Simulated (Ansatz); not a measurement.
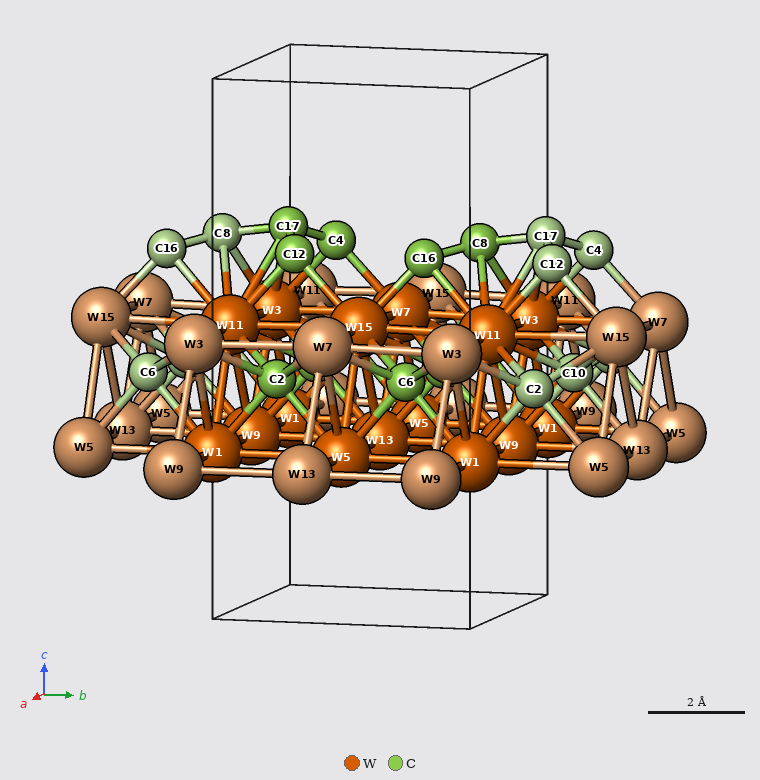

Figure 1. The input geometry (ball-and-stick view of the cell of the calculation, with the vacuum cut short, seen slightly off an axis; neighbours outside the cell are drawn fainter; atoms are numbered from 1 in the order of the input). An atom can appear more than once, as a periodic image.

# Run report: W₈C₉, molecular dynamics (part 1 of 5)

System: W₈C₉ (slab, 17 atoms in the cell).
Method: DFT PBE, scalar-relativistic, plane waves, PAW, PAW set soft_1, no spin polarisation (Ansatz 0.2.0).

The structure derives from an entry of the Crystallography Open Database. The input holds or restrains some coordinates. It belongs to a series of runs on one base structure; here: dynamics from the start. Figures and captions count atoms from 1; the log counts them from 0 in places.

Output:
```
Warning: md: disabling space-group detection — thermal motion breaks the input geometry's symmetry, so no spatial operation reduces the k-mesh or symmetrises the density; time reversal is kept, so that k and −k are solved as one point where they differ and the mesh holds both, and exact exchange and, on two spinor components, a DFT+U term hold to it where the run has them: on two components no moment then forms, and a state that bears one, which a typed moment (crystal.atoms[].spin; refused beside efield: under a hybrid functional) reaches, can lie lower, under hf by electronvolts; crystal.symmetry.detect: false (a key that needs symmetry detection or time reversal refuses this as the deck is read) with time_reversal: false beside it drops time reversal too
band count auto-derived: 93 (N_el = 148.0; filled up to band 74; 91 by the electrons, moments and atoms)
Engine: ansatz 0.2.0, aarch64-unknown-linux-gnu
Pseudopotentials: kind: paw
Pseudopotential: W, paw, valence charge 14, recommended cutoff 420 eV (normal), [file]
Pseudopotential: C, paw, valence charge 4, recommended cutoff 420 eV (normal), [file]
Functional definition: PBE
  parameter kappa = 0.804
  parameter beta = 0.06672455060314922
  exchange = pbe_x(kappa = kappa, mu = beta*pi^2/3)
  correlation = pbe_c(beta = beta)
Crystal: 17 atoms, lattice volume = 490.609 Å³
Basis set: ecut = 420 eV, 9623 PW (Γ), exchange–correlation on 80×80×216 points (8 copies of the dense FFT grid, shifted against one another)
Bands: 93, of which v1, the nominal top of the filled ones, is band 74 counted from 1 (73 counted from 0)
Symmetry: 1 space group operations
k-points: 5 of 9 (time reversal used)
Non-local potential: W, projectors of the file, l = 0: 3, l = 1: 2, l = 2: 2, l = 3: 1
Non-local potential: C, projectors of the file, l = 0: 2, l = 1: 2, l = 2: 1
PAW form: soft (Blöchl's): semilocal exchange-correlation on the pseudo side does not see the compensation charge
PAW one-centre angular grid: W, 590 points (default); XC on 64 Gauss nodes
PAW one-centre angular grid: C, 110 points (default); XC on 64 Gauss nodes
Initial density: superposition of atomic densities (neutral atoms: chi_scale 0, normalization atom)
Initial wavefunctions: pseudopotential atomic-orbital guess
Functional: x = pbe(κ = 0.804, μ = 0.2195149727645171), c = pbe(β = 0.06672455060314922)
SCF iter   1: F=—  HF=-85344.214075 eV  |F-HF|=—  |Δ(HF+E_count)|=         —  Δρ=8.98e-2  dr2=1.23e2  ethr=3.10e-3  ⟨swp⟩=8.2  Hψ=2355  notcnv=0
preconditioner: auto → LDOS  [metal: Δε(μ)=0.043 eV  Ē_g=8.468 eV  σ=0.150 eV  W_gap=0.07  n_scr=82 (ndim 8)  ℏωp=15.4 eV  f_vac=0.500  D(μ)=7.15/eV (n_scr^D=38)  β→1.0]
SCF iter   2: F=—  HF=-85343.651942 eV  |F-HF|=—  |Δ(HF+E_count)|=   5.62e-1  Δρ=9.25e-2  dr2=1.15e2  ethr=3.10e-3  ⟨swp⟩=7.2  Hψ=1536  notcnv=0
SCF iter   3: F=—  HF=-85327.485782 eV  |F-HF|=—  |Δ(HF+E_count)|=    1.62e1  Δρ=1.02e-2  dr2=4.60e-1  ethr=3.10e-3  ⟨swp⟩=6.6  Hψ=1319  notcnv=0
SCF iter   4: F=—  HF=-85327.457496 eV  |F-HF|=—  |Δ(HF+E_count)|=   2.83e-2  Δρ=2.94e-3  dr2=4.18e-2  ethr=3.11e-4  ⟨swp⟩=2.0  Hψ=863  notcnv=0
SCF iter   5: F=—  HF=-85327.459530 eV  |F-HF|=—  |Δ(HF+E_count)|=   2.03e-3  Δρ=1.06e-3  dr2=5.68e-3  ethr=2.83e-5  ⟨swp⟩=3.2  Hψ=1050  notcnv=0
SCF iter   6: F=—  HF=-85327.460200 eV  |F-HF|=—  |Δ(HF+E_count)|=   6.70e-4  Δρ=3.93e-4  dr2=7.62e-4  ethr=3.84e-6  ⟨swp⟩=2.2  Hψ=723  notcnv=0
SCF iter   7: F=—  HF=-85327.460496 eV  |F-HF|=—  |Δ(HF+E_count)|=   2.97e-4  Δρ=1.11e-4  dr2=7.94e-5  ethr=5.15e-7  ⟨swp⟩=2.0  Hψ=739  notcnv=0
SCF iter   8: F=—  HF=-85327.460595 eV  |F-HF|=—  |Δ(HF+E_count)|=   9.92e-5  Δρ=3.39e-5  dr2=1.02e-5  ethr=5.36e-8  ⟨swp⟩=3.4  Hψ=1076  notcnv=0
SCF iter   9: F=—  HF=-85327.460590 eV  |F-HF|=—  |Δ(HF+E_count)|=   5.20e-6  Δρ=9.49e-6  dr2=1.14e-6  ethr=6.92e-9  ⟨swp⟩=2.2  Hψ=768  notcnv=0
SCF iter  10: F=—  HF=-85327.460590 eV  |F-HF|=—  |Δ(HF+E_count)|=   3.25e-7  Δρ=3.02e-6  dr2=9.00e-8  ethr=7.67e-10  ⟨swp⟩=2.0  Hψ=615  notcnv=0
SCF iter  11: F=-85327.460590 eV  HF=-85327.460590 eV  |F-HF|=2.44e-9  |Δ(HF+E_count)|=   2.89e-8  Δρ=1.22e-6  dr2=1.66e-8  ethr=1.15e-11  ⟨swp⟩=6.0  Hψ=1951  notcnv=0
SCF 1 converged in 11 iterations: F = -85327.460590 eV  dr2 = 1.66e-8
  greatest PAW one-centre occupation: 0.999 electrons in one spin orbital (limit 2), on the W atom at site 14 (counted from 0), in its partial waves of l = 0
md step     0: t =     0.00 fs  T =   700.0 K  F+E_penalty+E_count = -85327.46059045 eV  E_kin = 1.176266 eV  (11 SCF iters)
Initial density: handed on by an earlier stage of this run
Initial wavefunctions: those handed on with the density
iter 1 solved again at ethr=9.49e-6 eV; its pass at ethr=3.10e-3 eV (dr2=1.40e-2 eV) is discarded
SCF iter   1: F=—  HF=-85327.454286 eV  |F-HF|=—  |Δ(HF+E_count)|=         —  Δρ=1.34e-3  dr2=1.57e-2  ethr=9.49e-6  ⟨swp⟩=2.2  Hψ=2280  notcnv=0
preconditioner: auto → LDOS  [metal: Δε(μ)=0.152 eV  Ē_g=7.164 eV  σ=0.150 eV  W_gap=0.24  n_scr=82 (ndim 8)  ℏωp=15.4 eV  f_vac=0.512  D(μ)=9.01/eV (n_scr^D=56)  β→1.0]
SCF iter   2: F=—  HF=-85327.452409 eV  |F-HF|=—  |Δ(HF+E_count)|=   1.88e-3  Δρ=7.71e-4  dr2=4.81e-3  ethr=9.49e-6  ⟨swp⟩=2.0  Hψ=687  notcnv=0
SCF iter   3: F=—  HF=-85327.451180 eV  |F-HF|=—  |Δ(HF+E_count)|=   1.23e-3  Δρ=1.28e-4  dr2=1.73e-4  ethr=3.25e-6  ⟨swp⟩=2.0  Hψ=689  notcnv=0
SCF iter   4: F=—  HF=-85327.451130 eV  |F-HF|=—  |Δ(HF+E_count)|=   5.08e-5  Δρ=2.80e-5  dr2=4.26e-6  ethr=1.17e-7  ⟨swp⟩=3.0  Hψ=987  notcnv=0
SCF iter   5: F=—  HF=-85327.451187 eV  |F-HF|=—  |Δ(HF+E_count)|=   5.77e-5  Δρ=8.48e-6  dr2=3.42e-7  ethr=2.88e-9  ⟨swp⟩=2.0  Hψ=818  notcnv=0
SCF iter   6: F=—  HF=-85327.451188 eV  |F-HF|=—  |Δ(HF+E_count)|=   2.66e-7  Δρ=2.68e-6  dr2=4.57e-8  ethr=2.31e-10  ⟨swp⟩=3.4  Hψ=1019  notcnv=0
SCF iter   7: F=-85327.451188 eV  HF=-85327.451188 eV  |F-HF|=2.71e-9  |Δ(HF+E_count)|=   1.94e-8  Δρ=8.17e-7  dr2=6.26e-9  ethr=1.15e-11  ⟨swp⟩=5.2  Hψ=1702  notcnv=0
SCF 2 converged in 7 iterations: F = -85327.451188 eV  dr2 = 6.26e-9
md step     1: t =     1.00 fs  T =   659.3 K  F+E_penalty+E_count = -85327.45118754 eV  E_kin = 1.107829 eV  (7 SCF iters)
[... from here on the SCF iterations and repeated set-up lines of each step are left out, up to the last step ...]
md step     2: t =     2.00 fs  T =   644.4 K  F+E_penalty+E_count = -85327.42270522 eV  E_kin = 1.082840 eV  (7 SCF iters)
md step     3: t =     3.00 fs  T =   626.0 K  F+E_penalty+E_count = -85327.37682682 eV  E_kin = 1.052002 eV  (7 SCF iters)
md step     4: t =     4.00 fs  T =   579.9 K  F+E_penalty+E_count = -85327.31833914 eV  E_kin = 0.974459 eV  (7 SCF iters)
md step     5: t =     5.00 fs  T =   500.5 K  F+E_penalty+E_count = -85327.25483357 eV  E_kin = 0.840993 eV  (5 SCF iters)
md step     6: t =     6.00 fs  T =   444.7 K  F+E_penalty+E_count = -85327.19191791 eV  E_kin = 0.747288 eV  (5 SCF iters)
md step     7: t =     7.00 fs  T =   440.9 K  F+E_penalty+E_count = -85327.12517197 eV  E_kin = 0.740859 eV  (5 SCF iters)
md step     8: t =     8.00 fs  T =   399.4 K  F+E_penalty+E_count = -85327.05408272 eV  E_kin = 0.671103 eV  (5 SCF iters)
md step     9: t =     9.00 fs  T =   355.8 K  F+E_penalty+E_count = -85326.98530487 eV  E_kin = 0.597892 eV  (5 SCF iters)
md step    10: t =    10.00 fs  T =   381.5 K  F+E_penalty+E_count = -85326.91850967 eV  E_kin = 0.641055 eV  (7 SCF iters)
md step    11: t =    11.00 fs  T =   389.9 K  F+E_penalty+E_count = -85326.85544998 eV  E_kin = 0.655121 eV  (5 SCF iters)
md step    12: t =    12.00 fs  T =   326.8 K  F+E_penalty+E_count = -85326.80092959 eV  E_kin = 0.549222 eV  (5 SCF iters)
md step    13: t =    13.00 fs  T =   305.7 K  F+E_penalty+E_count = -85326.75708112 eV  E_kin = 0.513623 eV  (5 SCF iters)
md step    14: t =    14.00 fs  T =   294.3 K  F+E_penalty+E_count = -85326.72950904 eV  E_kin = 0.494587 eV  (5 SCF iters)
md step    15: t =    15.00 fs  T =   291.2 K  F+E_penalty+E_count = -85326.72235591 eV  E_kin = 0.489361 eV  (5 SCF iters)
md step    16: t =    16.00 fs  T =   298.9 K  F+E_penalty+E_count = -85326.73270589 eV  E_kin = 0.502326 eV  (5 SCF iters)
md step    17: t =    17.00 fs  T =   344.8 K  F+E_penalty+E_count = -85326.75540013 eV  E_kin = 0.579451 eV  (5 SCF iters)
md step    18: t =    18.00 fs  T =   398.8 K  F+E_penalty+E_count = -85326.78674783 eV  E_kin = 0.670113 eV  (5 SCF iters)
md step    19: t =    19.00 fs  T =   435.2 K  F+E_penalty+E_count = -85326.82150404 eV  E_kin = 0.731263 eV  (5 SCF iters)
md step    20: t =    20.00 fs  T =   450.2 K  F+E_penalty+E_count = -85326.85569575 eV  E_kin = 0.756504 eV  (7 SCF iters)
md step    21: t =    21.00 fs  T =   454.7 K  F+E_penalty+E_count = -85326.88361531 eV  E_kin = 0.764069 eV  (5 SCF iters)
md step    22: t =    22.00 fs  T =   476.7 K  F+E_penalty+E_count = -85326.90253887 eV  E_kin = 0.801044 eV  (5 SCF iters)
md step    23: t =    23.00 fs  T =   480.8 K  F+E_penalty+E_count = -85326.91028515 eV  E_kin = 0.807848 eV  (5 SCF iters)
md step    24: t =    24.00 fs  T =   488.7 K  F+E_penalty+E_count = -85326.90591723 eV  E_kin = 0.821217 eV  (5 SCF iters)
md step    25: t =    25.00 fs  T =   499.4 K  F+E_penalty+E_count = -85326.88989328 eV  E_kin = 0.839139 eV  (5 SCF iters)
md step    26: t =    26.00 fs  T =   489.6 K  F+E_penalty+E_count = -85326.86115023 eV  E_kin = 0.822781 eV  (5 SCF iters)
md step    27: t =    27.00 fs  T =   498.6 K  F+E_penalty+E_count = -85326.82354613 eV  E_kin = 0.837902 eV  (5 SCF iters)
md step    28: t =    28.00 fs  T =   484.5 K  F+E_penalty+E_count = -85326.77931604 eV  E_kin = 0.814190 eV  (5 SCF iters)
md step    29: t =    29.00 fs  T =   532.7 K  F+E_penalty+E_count = -85326.73187340 eV  E_kin = 0.895171 eV  (5 SCF iters)
md step    30: t =    30.00 fs  T =   493.2 K  F+E_penalty+E_count = -85326.68559788 eV  E_kin = 0.828814 eV  (7 SCF iters)
md step    31: t =    31.00 fs  T =   470.3 K  F+E_penalty+E_count = -85326.64597940 eV  E_kin = 0.790219 eV  (5 SCF iters)
md step    32: t =    32.00 fs  T =   433.8 K  F+E_penalty+E_count = -85326.61592958 eV  E_kin = 0.728991 eV  (5 SCF iters)
md step    33: t =    33.00 fs  T =   432.2 K  F+E_penalty+E_count = -85326.59729810 eV  E_kin = 0.726198 eV  (5 SCF iters)
md step    34: t =    34.00 fs  T =   448.2 K  F+E_penalty+E_count = -85326.58914671 eV  E_kin = 0.753133 eV  (5 SCF iters)
md step    35: t =    35.00 fs  T =   448.4 K  F+E_penalty+E_count = -85326.58873263 eV  E_kin = 0.753446 eV  (5 SCF iters)
md step    36: t =    36.00 fs  T =   447.5 K  F+E_penalty+E_count = -85326.59169462 eV  E_kin = 0.752044 eV  (5 SCF iters)
md step    37: t =    37.00 fs  T =   475.2 K  F+E_penalty+E_count = -85326.59313511 eV  E_kin = 0.798575 eV  (5 SCF iters)
md step    38: t =    38.00 fs  T =   493.7 K  F+E_penalty+E_count = -85326.58964535 eV  E_kin = 0.829545 eV  (5 SCF iters)
md step    39: t =    39.00 fs  T =   502.4 K  F+E_penalty+E_count = -85326.57989497 eV  E_kin = 0.844218 eV  (5 SCF iters)
md step    40: t =    40.00 fs  T =   489.3 K  F+E_penalty+E_count = -85326.56533741 eV  E_kin = 0.822214 eV  (7 SCF iters)
md step    41: t =    41.00 fs  T =   429.8 K  F+E_penalty+E_count = -85326.54632965 eV  E_kin = 0.722265 eV  (5 SCF iters)
md step    42: t =    42.00 fs  T =   392.8 K  F+E_penalty+E_count = -85326.52820325 eV  E_kin = 0.660036 eV  (5 SCF iters)
md step    43: t =    43.00 fs  T =   396.5 K  F+E_penalty+E_count = -85326.51997485 eV  E_kin = 0.666283 eV  (5 SCF iters)
md step    44: t =    44.00 fs  T =   385.4 K  F+E_penalty+E_count = -85326.51984251 eV  E_kin = 0.647592 eV  (5 SCF iters)
md step    45: t =    45.00 fs  T =   376.9 K  F+E_penalty+E_count = -85326.52563281 eV  E_kin = 0.633309 eV  (5 SCF iters)
md step    46: t =    46.00 fs  T =   417.0 K  F+E_penalty+E_count = -85326.54359873 eV  E_kin = 0.700798 eV  (5 SCF iters)
md step    47: t =    47.00 fs  T =   465.0 K  F+E_penalty+E_count = -85326.57349065 eV  E_kin = 0.781324 eV  (5 SCF iters)
md step    48: t =    48.00 fs  T =   522.6 K  F+E_penalty+E_count = -85326.61293428 eV  E_kin = 0.878121 eV  (5 SCF iters)
md step    49: t =    49.00 fs  T =   507.8 K  F+E_penalty+E_count = -85326.65851818 eV  E_kin = 0.853296 eV  (5 SCF iters)
md step    50: t =    50.00 fs  T =   554.2 K  F+E_penalty+E_count = -85326.70245411 eV  E_kin = 0.931261 eV  (7 SCF iters)
md step    51: t =    51.00 fs  T =   567.5 K  F+E_penalty+E_count = -85326.73894530 eV  E_kin = 0.953684 eV  (5 SCF iters)
md step    52: t =    52.00 fs  T =   598.7 K  F+E_penalty+E_count = -85326.76742865 eV  E_kin = 1.006011 eV  (5 SCF iters)
md step    53: t =    53.00 fs  T =   632.4 K  F+E_penalty+E_count = -85326.78543048 eV  E_kin = 1.062659 eV  (5 SCF iters)
md step    54: t =    54.00 fs  T =   688.5 K  F+E_penalty+E_count = -85326.79448869 eV  E_kin = 1.156921 eV  (5 SCF iters)
md step    55: t =    55.00 fs  T =   674.4 K  F+E_penalty+E_count = -85326.79414359 eV  E_kin = 1.133300 eV  (5 SCF iters)
md step    56: t =    56.00 fs  T =   678.5 K  F+E_penalty+E_count = -85326.78265380 eV  E_kin = 1.140143 eV  (5 SCF iters)
md step    57: t =    57.00 fs  T =   664.7 K  F+E_penalty+E_count = -85326.76523638 eV  E_kin = 1.116960 eV  (5 SCF iters)
md step    58: t =    58.00 fs  T =   679.1 K  F+E_penalty+E_count = -85326.74337236 eV  E_kin = 1.141107 eV  (5 SCF iters)
md step    59: t =    59.00 fs  T =   658.6 K  F+E_penalty+E_count = -85326.71571300 eV  E_kin = 1.106752 eV  (5 SCF iters)
md step    60: t =    60.00 fs  T =   675.0 K  F+E_penalty+E_count = -85326.68064941 eV  E_kin = 1.134238 eV  (7 SCF iters)
md step    61: t =    61.00 fs  T =   665.6 K  F+E_penalty+E_count = -85326.64192336 eV  E_kin = 1.118444 eV  (5 SCF iters)
md step    62: t =    62.00 fs  T =   590.4 K  F+E_penalty+E_count = -85326.59891935 eV  E_kin = 0.992045 eV  (5 SCF iters)
md step    63: t =    63.00 fs  T =   580.2 K  F+E_penalty+E_count = -85326.54952569 eV  E_kin = 0.974905 eV  (5 SCF iters)
md step    64: t =    64.00 fs  T =   553.3 K  F+E_penalty+E_count = -85326.50140143 eV  E_kin = 0.929711 eV  (5 SCF iters)
md step    65: t =    65.00 fs  T =   528.9 K  F+E_penalty+E_count = -85326.45933387 eV  E_kin = 0.888832 eV  (5 SCF iters)
md step    66: t =    66.00 fs  T =   548.8 K  F+E_penalty+E_count = -85326.42518415 eV  E_kin = 0.922232 eV  (5 SCF iters)
md step    67: t =    67.00 fs  T =   509.7 K  F+E_penalty+E_count = -85326.39732549 eV  E_kin = 0.856566 eV  (5 SCF iters)
md step    68: t =    68.00 fs  T =   437.3 K  F+E_penalty+E_count = -85326.37157555 eV  E_kin = 0.734783 eV  (5 SCF iters)
md step    69: t =    69.00 fs  T =   444.1 K  F+E_penalty+E_count = -85326.34910308 eV  E_kin = 0.746255 eV  (5 SCF iters)
md step    70: t =    70.00 fs  T =   438.4 K  F+E_penalty+E_count = -85326.32903670 eV  E_kin = 0.736749 eV  (7 SCF iters)
md step    71: t =    71.00 fs  T =   431.7 K  F+E_penalty+E_count = -85326.31022355 eV  E_kin = 0.725401 eV  (5 SCF iters)
md step    72: t =    72.00 fs  T =   448.0 K  F+E_penalty+E_count = -85326.29676307 eV  E_kin = 0.752825 eV  (5 SCF iters)
md step    73: t =    73.00 fs  T =   485.1 K  F+E_penalty+E_count = -85326.28388429 eV  E_kin = 0.815192 eV  (5 SCF iters)
md step    74: t =    74.00 fs  T =   524.5 K  F+E_penalty+E_count = -85326.26813644 eV  E_kin = 0.881371 eV  (5 SCF iters)
md step    75: t =    75.00 fs  T =   472.1 K  F+E_penalty+E_count = -85326.25982900 eV  E_kin = 0.793296 eV  (5 SCF iters)
md step    76: t =    76.00 fs  T =   443.1 K  F+E_penalty+E_count = -85326.26458024 eV  E_kin = 0.744496 eV  (5 SCF iters)
md step    77: t =    77.00 fs  T =   392.0 K  F+E_penalty+E_count = -85326.27837646 eV  E_kin = 0.658731 eV  (5 SCF iters)
md step    78: t =    78.00 fs  T =   392.8 K  F+E_penalty+E_count = -85326.30453755 eV  E_kin = 0.659977 eV  (5 SCF iters)
md step    79: t =    79.00 fs  T =   434.0 K  F+E_penalty+E_count = -85326.34422730 eV  E_kin = 0.729207 eV  (5 SCF iters)
md step    80: t =    80.00 fs  T =   464.3 K  F+E_penalty+E_count = -85326.39023974 eV  E_kin = 0.780246 eV  (7 SCF iters)
md step    81: t =    81.00 fs  T =   483.7 K  F+E_penalty+E_count = -85326.43956872 eV  E_kin = 0.812730 eV  (5 SCF iters)
md step    82: t =    82.00 fs  T =   529.8 K  F+E_penalty+E_count = -85326.49251375 eV  E_kin = 0.890227 eV  (5 SCF iters)
md step    83: t =    83.00 fs  T =   583.3 K  F+E_penalty+E_count = -85326.55130690 eV  E_kin = 0.980116 eV  (5 SCF iters)
md step    84: t =    84.00 fs  T =   637.8 K  F+E_penalty+E_count = -85326.61229048 eV  E_kin = 1.071791 eV  (5 SCF iters)
md step    85: t =    85.00 fs  T =   643.3 K  F+E_penalty+E_count = -85326.66445637 eV  E_kin = 1.080992 eV  (5 SCF iters)
md step    86: t =    86.00 fs  T =   721.3 K  F+E_penalty+E_count = -85326.70397375 eV  E_kin = 1.212049 eV  (5 SCF iters)
md step    87: t =    87.00 fs  T =   789.3 K  F+E_penalty+E_count = -85326.73001734 eV  E_kin = 1.326289 eV  (5 SCF iters)
md step    88: t =    88.00 fs  T =   796.7 K  F+E_penalty+E_count = -85326.73861478 eV  E_kin = 1.338723 eV  (5 SCF iters)
md step    89: t =    89.00 fs  T =   782.3 K  F+E_penalty+E_count = -85326.72854797 eV  E_kin = 1.314580 eV  (5 SCF iters)
```
